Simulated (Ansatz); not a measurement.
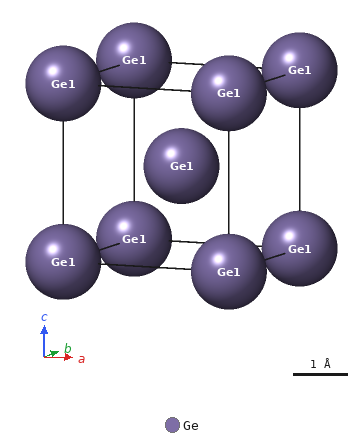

The input geometry (spheres-only view of the cell 2 times as large as that of the calculation, set on its symmetry axes, seen slightly off an axis; atoms are numbered from 1 in the order of the input).

## Geometry relaxation, with input and output: Ge

Ge (1 atom in the cell), computed with DFT, PBE, all-electron LAPW, scalar-relativistic, no spin polarisation (Ansatz 0.2.0).

It belongs to a series of runs on one base structure; here: bcc relaxed, LAPW. Figures and captions count atoms from 1; the log counts them from 0 in places.

### Input file
```yaml
crystal:
  lattice:
    - [-1.6851459498, 1.6851459498, 1.6851459498]
    - [1.6851459498, -1.6851459498, 1.6851459498]
    - [1.6851459498, 1.6851459498, -1.6851459498]
  atoms:
    - { symbol: Ge, position: [0.0, 0.0, 0.0] }
kpoints:
  mp_grid: { grid: [17, 17, 17] }
scf:
  occupations: { method: fermi_dirac, width: 0.05 }
hamiltonian:
  xc: pbe
  pseudopotentials: { kind: all_electron, lapw: { basis_error: 0.0005 } }
output:
  forces: true
  stress: true
  eigenvalues: true
  populations: true
relax:
  f_tol: 0.005
  max_steps: 25
  cell: {}
```

Run as:
```bash
ansatz run input.yaml --threads 1 --pin off --max-ram 3072MiB --backend cpu --events-out ev --progress --plain --runs-dir out
```

### The program's output
```
The last accepted step is kept in [file] (removed where the run ends without a failure and the disk answers)
Ge: projections on atomic orbitals take those of the free atom 1s2 2s2 2p6 3s2 3p6 3d10 4s2 4p2, of charge +0.00 (hamiltonian.pseudopotentials.projection_atoms)
LAPW: plane waves up to 7.878 Å⁻¹, error target 5.0e-4 eV per atom; small_component_spin mean_spin; Ge in spheres of 1.416 Å, 22 of its electrons in bands, Dirac shells [] (how accurate: hamiltonian.pseudopotentials.lapw.basis_error, Limitations)
Engine: ansatz 0.2.0, aarch64-unknown-linux-gnu
Pseudopotentials: kind: all_electron
Pseudopotential: Ge, LAPW, valence charge 22, lapw/all_electron/scalar/gaussian/Ge, Koelling and Harmon's equation, gaussian nucleus
Functional definition: PBE
  parameter kappa = 0.804
  parameter beta = 0.06672455060314922
  exchange = pbe_x(kappa = kappa, mu = beta*pi^2/3)
  correlation = pbe_c(beta = beta)
Crystal: 1 atoms, lattice volume = 19.141 Å³
Basis set: ecut = 236.44628389660593 eV, 141 PW (Γ), exchange–correlation at level 2
Bands: 15, of which v1, the nominal top of the filled ones, is band 11 counted from 1 (10 counted from 0)
Symmetry: 48 space group operations
Space group: Im-3m (ITA 229), of the structure as read, at distance tolerance 2.7e-5 Å
k-points: 165 of 4913
Non-local potential: Ge, projectors of the file, none
Initial density: superposition of atomic densities (chi_scale 0.1, normalization cell)
Initial wavefunctions: plane waves of lowest kinetic energy (no species holds an atomic orbital)
Functional: x = pbe(κ = 0.804, μ = 0.2195149727645171), c = pbe(β = 0.06672455060314922)
iter 1 solved again at ethr=2.11e-5 eV; its pass at ethr=1.00e-1 eV (dr2=4.63e-3 eV) is discarded
SCF iter   1: F=—  HF=-57115.985302 eV  |F-HF|=—  |Δ(HF+E_count)|=         —  Δρ=6.75e-3  dr2=4.67e-3  ethr=2.11e-5  ⟨swp⟩=3.5  Hψ=17595  notcnv=0
preconditioner: auto → Kerker (q_TF=auto, 2.792 Å⁻¹)  [metal: Δε(μ)=0.021 eV  Ē_g=26.696 eV  σ=0.050 eV  W_gap=0.10  n_scr=12 (ndim 8)  ℏωp=31.8 eV  f_vac=0.000  D(μ)=0.37/eV (n_scr^D=0)]
SCF iter   2: F=—  HF=-57115.973937 eV  |F-HF|=—  |Δ(HF+E_count)|=   1.14e-2  Δρ=3.91e-3  dr2=1.74e-3  ethr=2.11e-5  ⟨swp⟩=2.0  Hψ=7119  notcnv=0
SCF iter   3: F=—  HF=-57115.972695 eV  |F-HF|=—  |Δ(HF+E_count)|=   1.24e-3  Δρ=2.26e-3  dr2=6.74e-4  ethr=7.93e-6  ⟨swp⟩=2.0  Hψ=7118  notcnv=0
SCF iter   4: F=—  HF=-57115.972507 eV  |F-HF|=—  |Δ(HF+E_count)|=   1.88e-4  Δρ=1.03e-3  dr2=1.70e-4  ethr=3.07e-6  ⟨swp⟩=2.0  Hψ=7117  notcnv=0
iter 5 solved again at ethr=2.41e-8 eV; its pass at ethr=7.74e-7 eV (dr2=5.30e-6 eV) is discarded
SCF iter   5: F=—  HF=-57115.972609 eV  |F-HF|=—  |Δ(HF+E_count)|=   1.02e-4  Δρ=1.59e-4  dr2=5.28e-6  ethr=2.41e-8  ⟨swp⟩=2.0  Hψ=12235  notcnv=0
SCF iter   6: F=—  HF=-57115.972609 eV  |F-HF|=—  |Δ(HF+E_count)|=   5.42e-7  Δρ=5.02e-5  dr2=3.99e-7  ethr=2.40e-8  ⟨swp⟩=2.0  Hψ=7117  notcnv=0
SCF iter   7: F=-57115.972609 eV  HF=-57115.972609 eV  |F-HF|=6.77e-9  |Δ(HF+E_count)|=   1.45e-7  Δρ=9.11e-6  dr2=1.25e-8  ethr=1.82e-9  ⟨swp⟩=2.0  Hψ=7117  notcnv=0
SCF 1 converged in 7 iterations: F = -57115.972609 eV  dr2 = 1.25e-8
relax step   1: F+E_penalty+E_count = -57115.97260947 eV  Δ(F+E_penalty+E_count) = +0.000e0 eV  max|allowed force component| = 0.000e0 eV/Å  Δτ_max = 0.0000 Å  P = +0.034 GPa  Ω = 19.141 Å³  (7 SCF iters, accepted)
Initial density: handed on by an earlier stage of this run
Initial wavefunctions: those handed on with the density
iter 1 solved again at ethr=5.47e-11 eV; its pass at ethr=1.00e-1 eV (dr2=1.20e-8 eV) is discarded
SCF iter   1: F=—  HF=-57115.972609 eV  |F-HF|=—  |Δ(HF+E_count)|=         —  Δρ=8.89e-6  dr2=1.21e-8  ethr=5.47e-11  ⟨swp⟩=4.2  Hψ=12609  notcnv=0
preconditioner: auto → Kerker (q_TF=auto, 2.792 Å⁻¹)  [metal: Δε(μ)=0.047 eV  Ē_g=27.025 eV  σ=0.050 eV  W_gap=0.23  n_scr=12 (ndim 8)  ℏωp=31.8 eV  f_vac=0.000  D(μ)=0.40/eV (n_scr^D=0)]
SCF iter   2: F=-57115.972609 eV  HF=-57115.972609 eV  |F-HF|=3.21e-9  |Δ(HF+E_count)|=   4.87e-9  Δρ=6.32e-6  dr2=6.47e-9  ethr=5.47e-11  ⟨swp⟩=2.0  Hψ=7117  notcnv=0
SCF 2 converged in 2 iterations: F = -57115.972609 eV  dr2 = 6.47e-9
relax step   2: F+E_penalty+E_count = -57115.97260947 eV  Δ(F+E_penalty+E_count) = -4.584e-10 eV  max|allowed force component| = 0.000e0 eV/Å  Δτ_max = 0.0000 Å  P = +0.034 GPa  Ω = 19.141 Å³  stress off target by 3.37e-2 GPa  SCF on the basis re-selected at this cell (its energy is not comparable with the rows above)  (2 SCF iters)
basis re-selected at this cell: Δ(F+E_penalty+E_count) = -4.584e-10 eV, ΔP = -0.000 GPa vs the last step (what re-selecting the basis moved, after the strain that the cell walked since its last selection, with what the two solves' SCF thresholds leave and, on support functions, any second-order correction that the steps lacked; it is no measure of the basis error at this ecutwfc). This SCF's stress stands 3.37e-2 GPa from its target on what of the cell is left free (relax.cell.stress_tol is 5.00e-2 GPa) and its largest allowed force component is 0.00e0 eV/Å (relax.f_tol is 5.00e-3 eV/Å): within both
SCF converged after 2 iterations
Free energy (F): -57115.972609 eV
Harris-Foulkes:  -57115.972609 eV  (|F-HF|=3.21e-9)
Internal energy: -57115.969241 eV  (E = F + TS)
E sigma→0 (E₀):  -57115.970925 eV
Entropy (-TS):   -0.003369 eV (-3.369 meV/atom)
Fermi energy:    12.546187 eV
--- Per-component energies (eV) ---
  E_band       = -985.890514
  E_kinetic    = 58313.482090
  E_xc         = -2169.676900
  E_electrostatic = -113259.774430  (all electrons and nuclei)
  E_smearing   = -0.003369  (= −TS)
  E_closure    = 0.000000  (closes the sum)
  E_atoms      = -57111.799917  (free atoms, spherical and without spin; not in F)
  Σ components = -57115.972609   (vs F -57115.972609, Δ=0.00e0)
  Basis errors (estimates in eV, not in F): energy 1.3e-4 per atom: plane waves 1.3e-4 (6.9e-5 summed), levels above the bands 2.8e-109, relativity 9.8e-9, radial functions 1.3e-6, core shells 2.3e-15; eigenvalues (radial functions only) 4.1e-5; not estimated: angular momenta, meshes, grids; target (lapw.basis_error) 5.0e-4; muffin-tin radii Ge 1.416 Å
--- Forces (eV/Å), atoms counted from 1 ---
  atom   1  Ge    -0.00000000    -0.00000000     0.00000000
  max |Σ_I F_I| component: 8.22e-33 eV/Å
--- Stress (GPa, compression-positive) ---
        0.033719       0.000000      -0.000000
        0.000000       0.033719       0.000000
       -0.000000       0.000000       0.033719
  P = ⅓ Tr σ = 0.0337 GPa (0.337 kbar)
--- Band table (eV; the first three rows and the last of 165) ---
  k-point 0: bands = ["-151.2886", "-98.4180", "-98.4180", "-98.4180", "-12.2215", "-12.2215", "-12.2215", "-12.1396", "-12.1396", "-0.4951", "21.5558", "21.5558", "21.5558", "27.2614", "27.2614"]
  k-point 1: bands = ["-151.2886", "-98.4181", "-98.4180", "-98.4180", "-12.2225", "-12.2202", "-12.2171", "-12.1407", "-12.1397", "-0.4047", "20.8290", "21.2110", "21.4676", "26.6191", "26.7257"]
  k-point 2: bands = ["-151.2885", "-98.4182", "-98.4181", "-98.4180", "-12.2253", "-12.2166", "-12.2046", "-12.1436", "-12.1401", "-0.1337", "19.1065", "20.4277", "21.2135", "25.5347", "25.5886"]
  k-point 164: bands = ["-151.2884", "-98.4193", "-98.4192", "-98.4192", "-12.2373", "-12.2364", "-12.1031", "-12.1031", "-12.1028", "9.5318", "12.1381", "12.1447", "12.1447", "16.9708", "17.3030"]
--- Relaxed structure (1 steps of the walk, 1 accepted, 1 SCFs on fresh bases) ---
  F+E_penalty+E_count = -57115.97260947 eV   max|allowed force component| = 0.000e0 eV/Å   (the final SCF, on the basis selected at the relaxed cell)
  cell:  # Å, volume = 19.1413 Å³
    - [-1.6851459498, 1.6851459498, 1.6851459498]
    - [1.6851459498, -1.6851459498, 1.6851459498]
    - [1.6851459498, 1.6851459498, -1.6851459498]
  atoms:
    - { symbol: Ge, position: [0.0, 0.0, 0.0] }
--- Löwdin populations: 1 site ---
  site symbol       q [e]
     0     Ge     31.9671
  spilling = 0.001027 (of n_electrons = 32.000000)
```

### File populations.tsv
```
# site	symbol	l	j	q
# orbitals = lowdin
# n_electrons = 32.000000
# spilling = 0.001027
# projection_atom_Ge: 1s2 2s2 2p6 3s2 3p6 3d10 4s2 4p2
0	Ge	0_1S	-	1.999996
0	Ge	0_2S	-	1.999780
0	Ge	0_3S	-	1.994993
0	Ge	0_4S	-	1.677721
0	Ge	1_2P	-	5.999996
0	Ge	1_3P	-	5.998348
0	Ge	1_4P	-	2.298466
0	Ge	2_3D	-	9.997834
```

### Trajectory as extended XYZ (Å, eV, eV/Å), 2 frames, from step=1 to step=2
```
1
Lattice="-1.6851 1.6851 1.6851 1.6851 -1.6851 1.6851 1.6851 1.6851 -1.6851" Properties=species:S:1:pos:R:3:forces:R:3 step=1 energy=-57115.97261 pressure_GPa=0.03
Ge    0.0000    0.0000    0.0000    0.0000   0.0000   0.0000
1
Lattice="-1.6851 1.6851 1.6851 1.6851 -1.6851 1.6851 1.6851 1.6851 -1.6851" Properties=species:S:1:pos:R:3:forces:R:3 step=2 energy=-57115.97261 pressure_GPa=0.03
Ge    0.0000    0.0000    0.0000    0.0000   0.0000   0.0000
```

### Results in brief

```csv
quantity,value
outcome,converged
space group (tolerance 0.01 Å),Im-3m (229)
electrons in bands (core shells apart),22
free energy,−57115.9726 eV
Fermi energy,12.546 eV
pressure,0.03 GPa
final volume,19.14 Å³
largest force (length of the vector) at the end,under 0.001 eV/Å
final cell,"a = 2.919 Å, b = 2.919 Å, c = 2.919 Å, α = 109.47°, β = 109.47°, γ = 109.47°"
hardware,"1 thread of Arm Neoverse V2, 24 GiB of memory available, shared host"
wall time,13 s
peak memory,0.32 GiB
```
